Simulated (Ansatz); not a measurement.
System: Ga4As3P.

```
CELL_PARAMETERS angstrom
5.68369 0.00000 0.00000
0.00000 5.68369 0.00000
0.00000 0.00000 11.36490
ATOMIC_POSITIONS crystal
P 0.00000 0.00000 0.00000
P 0.50000 0.50000 0.50000
Ga 0.25659 0.25659 0.37729
Ga 0.75659 0.75659 0.87729
As 0.50000 0.00000 0.25000
As 0.00000 0.50000 0.75000
Ga 0.24341 0.75659 0.12271
Ga 0.74341 0.25659 0.62271
As 0.00000 0.00000 0.50000
As 0.50000 0.50000 0.00000
Ga 0.24341 0.24341 0.87729
Ga 0.74341 0.74341 0.37729
As 0.00000 0.50000 0.25000
As 0.50000 0.00000 0.75000
Ga 0.75659 0.24341 0.12271
Ga 0.25659 0.74341 0.62271
```

Space group I-42m; started from the ordered alloy on zincblende lattice prototype, which need not be the ambient phase.

Theory: DFT, PBE, plane waves, PAW (Ansatz).

Predict the valence pseudo-density and electron localisation function between the atoms.

Ga–P (2.40 Å): ρ is about 0.51 e/Å³ halfway; the ELF peaks at about 0.90 in the valence shell of P, 0.8 Å from its nucleus, and is about 0.75 at the midpoint.
Ga–As (2.49 Å): ρ at the midpoint is about 0.47 e/Å³; the ELF peaks at about 0.80 between the atoms (a covalent bond).

Does the calculation give a band gap?

It is gapped, with a Kohn–Sham gap of 0.50 eV on the k-point mesh, an upper bound to the gap of this method.

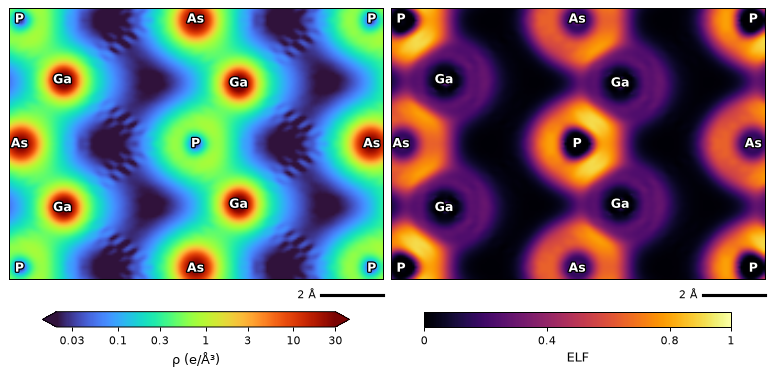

Computed valence pseudo-density and electron localisation function on the (110) plane of the conventional cell, in this order. 

Core electrons are frozen (PAW), and the valence fields are smoothed inside the atomic spheres.
